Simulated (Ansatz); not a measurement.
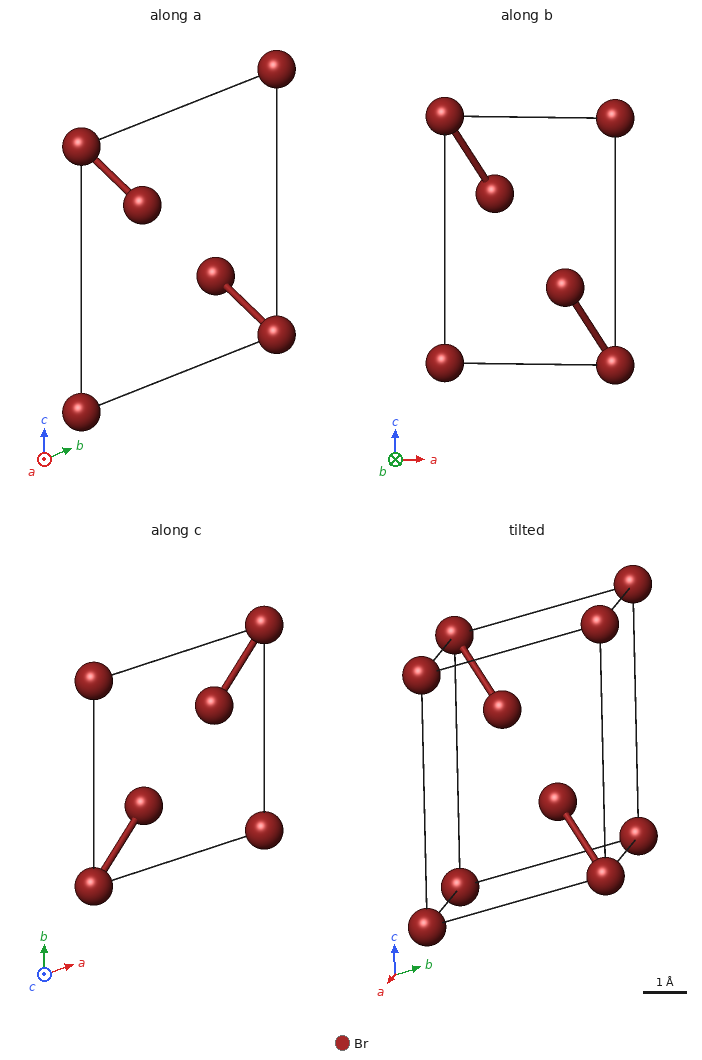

View along the a axis, along the b axis, along the c axis and slightly off an axis, drawn as a ball-and-stick model. Lines trace the edges of the conventional unit cell.

Lattice parameters: a = 4.242 Å, b = 5.226 Å, c = 6.282 Å, α = 67.44°, β = 83.37°, γ = 70.71°.

> Put the structure into a table of Wyckoff sites, with free fractional coordinates to two decimals.

Space group P-1 (No. 2).
```csv
atom,site,x,y,z
Br,2i,0.71,0.69,0.31
Br,1a,0.00,0.00,0.00
```

The structure was taken from a random cell made by a generator, so it need not be a real form of the element. Relaxation method: DFT PBE, scalar-relativistic, plane waves, PAW in Ansatz 0.2.0.
